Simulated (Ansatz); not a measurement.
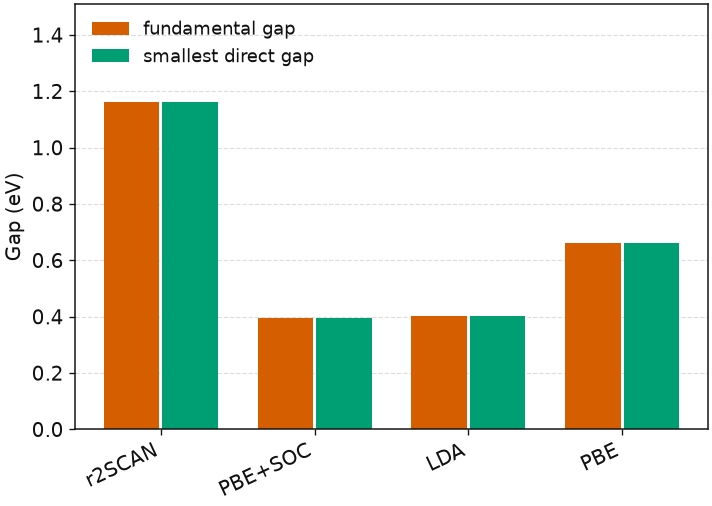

Gaps of CdTe, space group F-43m (No. 216), 2 atoms in the cell, at several levels of theory on one cell (Ansatz, plane waves and PAW; edges over the mesh and the special points).

**How does the gap depend on the level, and does its kind change?**

In rising order: PBE+SOC 0.40 eV, LDA 0.40 eV, PBE 0.66 eV and r2SCAN 1.16 eV. It is direct at every level.
